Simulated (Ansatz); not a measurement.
TiAl₂: geometry relaxation (part 2 of 2)

Continued. System: TiAl₂ (6 atoms in the cell). Method: DFT PBEsol, scalar-relativistic, plane waves, PAW, no spin polarisation (Ansatz 0.2.0); cutoff 420 eV, 6×6×6 k-mesh, Gaussian smearing of 0.1 eV. The structure derives from an entry of the Crystallography Open Database.

Geometry of the input (Å; fractional positions):
```
1.9795  -6.0472  0.0000
1.9795  6.0472  0.0000
0.0000  0.0000  4.0315
Ti 0.6490  0.3510  0.0000
Ti 0.3510  0.6490  0.0000
Al 0.0000  0.0000  0.0000
Al 0.8240  0.1760  0.5000
Al 0.1760  0.8240  0.5000
Al 0.5000  0.5000  0.5000
```

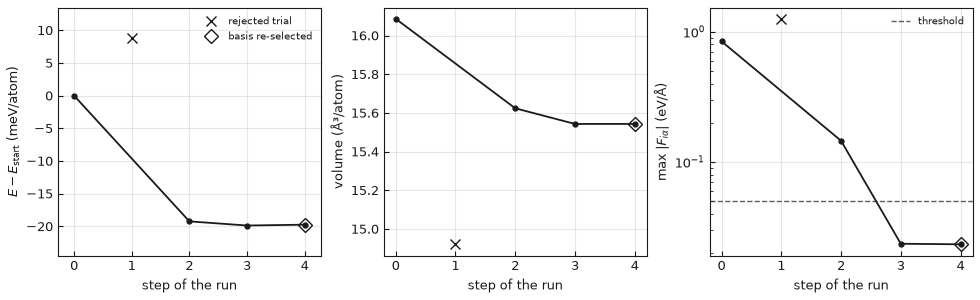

**Figure 1.** Progress of the relaxation, step by step (the first geometry is step 0 here and step 1 in the log).

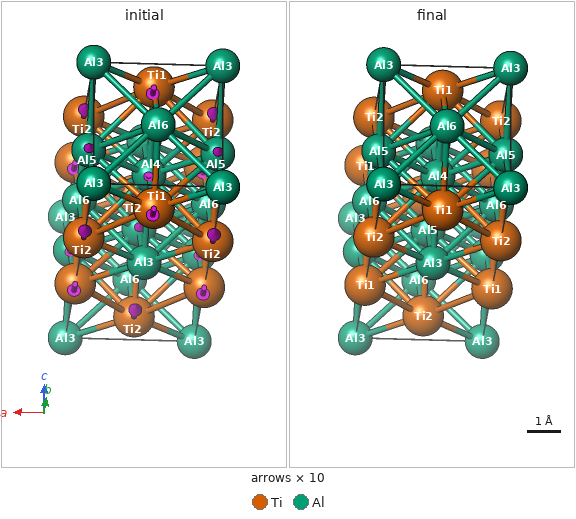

**Figure 2.** Before (left) and after (right) the relaxation, at one scale (ball-and-stick view of the cell 2 times as large as that of the calculation, set on its symmetry axes, seen at an oblique angle). The pink arrows give the displacements (without the part carried along by the change of the cell), magnified 10 times. Over 3 geometry steps the energy falls by 19.9 meV per atom. The largest force component goes from 0.84 to 0.023 eV/Å. The pressure goes from −2.77 to 0.17 GPa. The line search rejected the trial step at point 1 (counted from 0) and went back. The largest moves relative to the cell, 0.090 Å, are those of Ti1 and Ti2. Largest moves by element: Ti 0.090 Å, Al 0.036 Å. Cell: a 3.959 → 3.896 Å (−1.6 %), b 12.094 → 12.044 Å (−0.4 %), c 4.032 → 3.975 Å (−1.4 %). Volume −3.4 %. Among the contacts that change: Ti1–Ti2 3.144 → 2.979 Å, Ti1–Al4 2.923 → 2.858 Å, Al4–Al6 2.907 → 2.852 Å, Ti1–Al5 2.844 → 2.790 Å. The space group stays Cmmm (No. 65). A last SCF at the same geometry on a re-selected plane-wave basis shifts the energy by +0.1 meV per atom. (Atoms are counted from 1 in the order of the input.)

```
basis re-selected at this cell: Δ(F+E_penalty+E_count) = +7.558e-4 eV, ΔP = -0.016 GPa vs the last step (what re-selecting the basis moved, of the pressure what is left beyond the Pulay correction that the steps carried, after the strain that the cell walked since its last selection, with what the two solves' SCF thresholds leave and, on support functions, any second-order correction that the steps lacked; it is no measure of the basis error at this ecutwfc). This SCF's stress stands 2.01e-1 GPa from its target on what of the cell is left free (relax.cell.stress_tol is 5.00e-1 GPa) and its largest allowed force component is 2.33e-2 eV/Å (relax.f_tol is 5.00e-2 eV/Å): within both
SCF converged after 6 iterations
Free energy (F): -7048.591579 eV
Harris-Foulkes:  -7048.591579 eV  (|F-HF|=0.00e0)
Internal energy: -7048.575292 eV  (E = F + TS)
E sigma→0 (E₀):  -7048.583435 eV
Entropy (-TS):   -0.016288 eV (-2.715 meV/atom)
Fermi energy:    10.497933 eV
--- Per-component energies (eV) ---
  E_band       = -310.398334
  E_kinetic    = 642.765555
  E_local      = -2323.949089  (includes V_loc(G=0)·N_el)
  E_nonlocal   = 62.629364
  E_hartree    = 1014.765653
  E_xc         = -353.979205
  E_vxc        = -363.482823  (∫ρ·V_xc dr)
  E_paw        = -3865.937880  (= ΣΔE_a)
  E_vpaw       = -357.892885  (= ΣTr[D̂ρ^β])
  E_aug_tail   = 0.000222  (compensation charges beyond the density's cutoff)
  E_ewald      = -2225.225238
  E_core_change = 0.355325  (= ΣΔE_core)
  E_smearing   = -0.016288  (= −TS)
  E_closure    = -0.000000  (closes the sum)
  Σ components = -7048.591579   (vs F -7048.591579, Δ=0.00e0)
--- Forces (eV/Å), atoms counted from 1 ---
  atom   1  Ti     0.00000000     0.01120881    -0.00000000
  atom   2  Ti    -0.00000000    -0.01120881     0.00000000
  atom   3  Al    -0.00000000     0.00000000     0.00000000
  atom   4  Al    -0.00000000    -0.02331702     0.00000000
  atom   5  Al     0.00000000     0.02331702    -0.00000000
  atom   6  Al     0.00000000     0.00000000     0.00000000
  max |Σ_I F_I| component: 1.97e-31 eV/Å
--- Stress (GPa, compression-positive) ---
        0.162189      -0.000000       0.000000
       -0.000000       0.201457       0.000000
        0.000000       0.000000       0.160834
  P = ⅓ Tr σ = 0.1748 GPa (1.748 kbar)
--- Band table (eV; the first three rows and the last of 52) ---
  k-point 0: bands = ["-45.9109", "-45.8788", "-22.3844", "-22.3490", "-22.3435", "-22.3196", "-22.2158", "-22.1732", "0.3636", "4.4023", "4.4948", "8.2456", "8.6165", "8.7428", "8.8855", "9.7570", "9.9537", "10.0003", "10.8598", "11.0499", "11.3550", "11.5030", "11.5399", "13.4864"]
  k-point 1: bands = ["-45.9107", "-45.8787", "-22.3897", "-22.3533", "-22.3429", "-22.3192", "-22.2155", "-22.1729", "0.6310", "4.5226", "4.7423", "6.6050", "8.6603", "8.8522", "9.0149", "9.6431", "9.8407", "10.4995", "10.6567", "10.8113", "11.2182", "11.6406", "12.4036", "13.5435"]
  k-point 2: bands = ["-45.9103", "-45.8783", "-22.4003", "-22.3617", "-22.3416", "-22.3185", "-22.2150", "-22.1723", "1.3993", "4.4125", "5.1002", "5.4373", "7.9496", "8.2640", "9.1245", "9.3597", "10.4252", "10.5216", "10.6722", "10.9858", "11.2730", "11.7978", "12.6542", "12.7575"]
  k-point 51: bands = ["-45.9092", "-45.8790", "-22.4033", "-22.3682", "-22.3240", "-22.3194", "-22.2134", "-22.1894", "2.8216", "3.4545", "3.7349", "5.5984", "8.3015", "8.3798", "8.5025", "9.6496", "10.5693", "11.3311", "11.4333", "11.8679", "11.9746", "12.2409", "12.2578", "12.6784"]
--- Relaxed structure (4 steps of the walk, 3 accepted, 1 SCFs on fresh bases) ---
  F+E_penalty+E_count = -7048.59157939 eV   max|allowed force component| = 2.332e-2 eV/Å   (the final SCF, on the basis selected at the relaxed cell)
  cell:  # Å, volume = 93.2578 Å³
    - [1.9479584877133467, -6.0221700464725885, 3.912329248014774e-34]
    - [1.9479584877133467, 6.0221700464725885, -3.7045472997558107e-34]
    - [2.1158165350862873e-35, -2.538979842103545e-34, 3.974864538849248]
  atoms:
    - { symbol: Ti, position: [0.6564554759680891, 0.34354452403191094, -5.345529420184391e-51] }
    - { symbol: Ti, position: [0.34354452403191094, 0.6564554759680891, 0.0] }
    - { symbol: Al, position: [-1.1952663188313108e-19, 1.1952663188313088e-19, 4.636507688359277e-69] }
    - { symbol: Al, position: [0.8270265056113564, 0.17297349438864362, 0.5] }
    - { symbol: Al, position: [0.17297349438864362, 0.8270265056113564, 0.5] }
    - { symbol: Al, position: [0.5, 0.5, 0.5] }
```

**Trajectory as extended XYZ (Å, eV, eV/Å), 5 frames, from step=1 to step=5**
```
6
Lattice="1.9795 -6.0472 0.0000 1.9795 6.0472 0.0000 0.0000 0.0000 4.0315" Properties=species:S:1:pos:R:3:forces:R:3 step=1 energy=-7048.47310 pressure_GPa=-2.77
Ti    1.9795   -1.8021    0.0000    0.0000  -0.8440   0.0000
Ti    1.9795    1.8021    0.0000    0.0000   0.8440   0.0000
Al    0.0000    0.0000    0.0000    0.0000   0.0000   0.0000
Al    1.9795   -3.9186    2.0158    0.0000  -0.1814   0.0000
Al    1.9795    3.9186    2.0158    0.0000   0.1814   0.0000
Al    1.9795    0.0000    2.0158    0.0000   0.0000   0.0000
6
Lattice="1.9337 -5.9035 0.0000 1.9337 5.9035 0.0000 0.0000 0.0000 3.9212" Properties=species:S:1:pos:R:3:forces:R:3 step=2 energy=-7048.41978 pressure_GPa=5.55 accepted=F
Ti    1.9337   -1.9381    0.0000    0.0000   1.2578   0.0000
Ti    1.9337    1.9381    0.0000    0.0000  -1.2578   0.0000
Al    0.0000    0.0000    0.0000    0.0000   0.0000   0.0000
Al    1.9337   -3.8687    1.9606    0.0000  -0.2027   0.0000
Al    1.9337    3.8687    1.9606    0.0000   0.2027   0.0000
Al    1.9337    0.0000    1.9606    0.0000   0.0000   0.0000
6
Lattice="1.9536 -6.0309 0.0000 1.9536 6.0309 0.0000 0.0000 0.0000 3.9782" Properties=species:S:1:pos:R:3:forces:R:3 step=3 energy=-7048.58854 pressure_GPa=-0.30
Ti    1.9536   -1.8708    0.0000    0.0000  -0.1455   0.0000
Ti    1.9536    1.8708    0.0000    0.0000   0.1455   0.0000
Al    0.0000    0.0000    0.0000    0.0000   0.0000   0.0000
Al    1.9536   -3.9336    1.9891    0.0000  -0.0886   0.0000
Al    1.9536    3.9336    1.9891    0.0000   0.0886   0.0000
Al    1.9536    0.0000    1.9891    0.0000   0.0000   0.0000
6
Lattice="1.9480 -6.0222 0.0000 1.9480 6.0222 0.0000 0.0000 0.0000 3.9749" Properties=species:S:1:pos:R:3:forces:R:3 step=4 energy=-7048.59234 pressure_GPa=0.19
Ti    1.9480   -1.8844    0.0000    0.0000   0.0111   0.0000
Ti    1.9480    1.8844    0.0000    0.0000  -0.0111   0.0000
Al    0.0000    0.0000    0.0000    0.0000   0.0000   0.0000
Al    1.9480   -3.9388    1.9874    0.0000  -0.0235   0.0000
Al    1.9480    3.9388    1.9874    0.0000   0.0235   0.0000
Al    1.9480    0.0000    1.9874    0.0000   0.0000   0.0000
6
Lattice="1.9480 -6.0222 0.0000 1.9480 6.0222 0.0000 0.0000 0.0000 3.9749" Properties=species:S:1:pos:R:3:forces:R:3 step=5 energy=-7048.59158 pressure_GPa=0.17
Ti    1.9480   -1.8844    0.0000    0.0000   0.0112   0.0000
Ti    1.9480    1.8844    0.0000    0.0000  -0.0112   0.0000
Al    0.0000    0.0000    0.0000    0.0000   0.0000   0.0000
Al    1.9480   -3.9388    1.9874    0.0000  -0.0233   0.0000
Al    1.9480    3.9388    1.9874    0.0000   0.0233   0.0000
Al    1.9480    0.0000    1.9874    0.0000   0.0000   0.0000
```

**Results in brief**

```csv
quantity,value
outcome,converged
space group (tolerance 0.01 Å),Cmmm (65)
electrons treated,36
free energy,−7048.5916 eV
Fermi energy,10.498 eV
gap on the k-point mesh,none (metallic)
pressure,0.17 GPa
final volume,93.26 Å³
largest force (length of the vector) at the end,0.023 eV/Å
final cell,"a = 6.329 Å, b = 6.329 Å, c = 3.975 Å, α = 90.00°, β = 90.00°, γ = 144.15°"
wall time,50 s
peak memory,0.46 GiB
```
